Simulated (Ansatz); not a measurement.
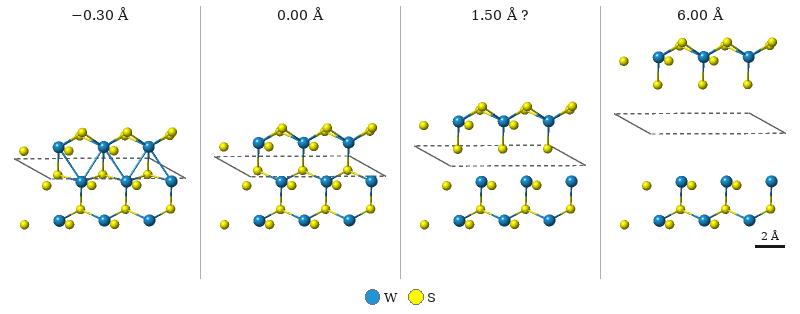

Energy scan for a crystal of WS2 (P-6m2), in which the crystal is pulled apart rigidly along the normal of the (1 0 1) plane of the conventional cell, at a cut between a plane of W below and one of S above, 0.65 Å apart. One cut stands in each cell, which starts 10.8 Å high; nothing is relaxed, and the dashed outline marks the cut. Style: ball-and-stick. Shown: the layers on both sides of the cut, from the side, nearly along the cut plane.

The calculation used DFT PBEsol, scalar-relativistic, plane waves, PAW (Ansatz). Settings: plane-wave cutoff 420 eV; k-point mesh 2 × 9 × 3; occupations gaussian; smearing width 0.05 eV; no spin polarisation. Energies (free energies at the smearing named) are counted from the relaxed crystal.

```tsv
opening (Å)	ΔE per area (J/m²)
−0.30	0.262
0.00	0.000
0.25	0.144
0.50	0.500
1.00	1.414
1.50	?
2.00	2.385
3.00	2.756
4.50	2.891
6.00	2.912
```

> Fill in the missing row.

A straight line between the two neighbours gives 1.899 J/m². A cubic through the four nearest rows (0.50, 1.00, 2.00, 3.00) gives, with Lagrange weights, (−0.2000)(0.500) + (0.7500)(1.414) + (0.5000)(2.385) + (−0.0500)(2.756) = 2.015 J/m². The calculation gives 2.010 J/m², so the cubic is 0.005 J/m² too high and the straight line 0.111 J/m² too low, as the curve bends downwards here.

The whole profile:

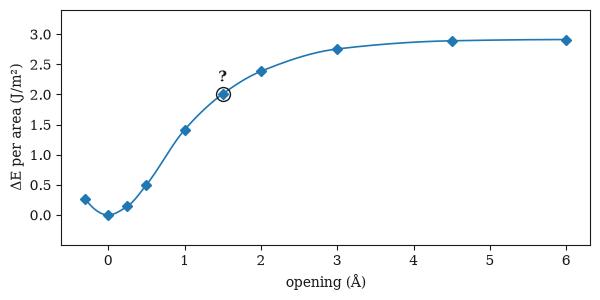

Limits of the set-up: layers or molecules are held without a dispersion correction, so their spacing is unreliable.
